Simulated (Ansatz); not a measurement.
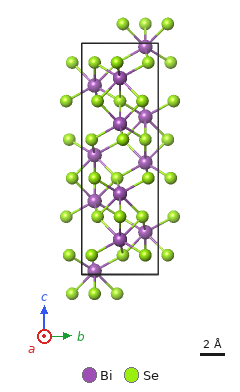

This is the input geometry for a relaxation of crystalline Bi$_{2}$Se$_{3}$ (built on the V2O3-15 type type). The picture is a ball-and-stick view of the conventional cell (3 times the calculation's cell), seen along the a axis. Lengths and directions refer to the drawn axes.

The calculation used Ansatz 0.2.0, DFT, r2SCAN+rVV10, plane waves, PAW.

Input file:
```yaml
crystal:
  lattice:
    - [6.4073418738, -3.6995912072, 0.0284436635]
    - [6.4073418738, 3.6995912072, 0.0284436635]
    - [-4.3009088924, 0.0, 6.467207029]
  atoms:
    - { symbol: Bi, position: [0.1507439287, 0.650743066, 0.9521836109] }
    - { symbol: Bi, position: [0.349256934, 0.8492560713, 0.5478163891] }
    - { symbol: Bi, position: [0.8492560713, 0.349256934, 0.0478163891] }
    - { symbol: Bi, position: [0.650743066, 0.1507439287, 0.4521836109] }
    - { symbol: Se, position: [0.9553036684, 0.0446963316, 0.25] }
    - { symbol: Se, position: [0.0446963316, 0.9553036684, 0.75] }
    - { symbol: Se, position: [0.4552375639, 0.2500228757, 0.7499359168] }
    - { symbol: Se, position: [0.5447624361, 0.7499771243, 0.2500640832] }
    - { symbol: Se, position: [0.2500228757, 0.4552375639, 0.2499359168] }
    - { symbol: Se, position: [0.7499771243, 0.5447624361, 0.7500640832] }
kpoints:
  mp_grid: { grid: [4, 4, 4] }
hamiltonian:
  xc: r2scan
  dispersion: rvv10
scf:
  occupations: { method: fermi_dirac, width: 0.03 }
relax:
  f_tol: 0.01
  cell: {}
  max_steps: 120
```

Run as
```bash
ansatz run input.yaml --threads 4 --pin off --max-ram 4608MiB --backend cpu --events-out ev --progress --plain --runs-dir out
```

**Where does the relaxation end?**

Over 3 accepted moves (5 points after the start) the energy falls by 0.7 meV per atom. Largest force component: 0.075 eV/Å at the start, 0.0022 eV/Å at the end. Pressure: 0.49 GPa at the start and −0.01 GPa at the end. The line search rejected the trial step at point 1 of the run. At 1 point the geometry stayed and the basis and grid were re-selected for the new cell (energy shift of less than 0.05 meV per atom at most each time). The largest moves relative to the cell, 0.022 Å, are those of Se5, Se6, Se7, Se8, Se9 and Se10. Se6 goes along [−1 −1 0]. Largest moves by element: Se 0.022 Å, Bi 0.010 Å. The volume changes by +0.6 %, with a = b 7.399 → 7.393 Å (−0.1 %), c 19.459 → 19.613 Å (+0.8 %). Among the contacts that change: Bi1–Se5 2.913 → 2.932 Å. The space group stays R-3c (No. 167). The run took 2.9 min on 4 threads of Arm Neoverse V1 (shared host), peak memory 2.4 GiB.

Final geometry:

```
CELL_PARAMETERS angstrom
6.40243 -3.69656 0.02866
6.40243 3.69656 0.02866
-4.29763 0.00000 6.51850
ATOMIC_POSITIONS crystal
Bi 0.15123 0.65124 0.95371
Bi 0.34876 0.84877 0.54629
Bi 0.84877 0.34876 0.04629
Bi 0.65124 0.15123 0.45371
Se 0.95234 0.04766 0.25000
Se 0.04766 0.95234 0.75000
Se 0.45233 0.25001 0.74999
Se 0.54767 0.74999 0.25001
Se 0.25001 0.45233 0.24999
Se 0.74999 0.54767 0.75001
```
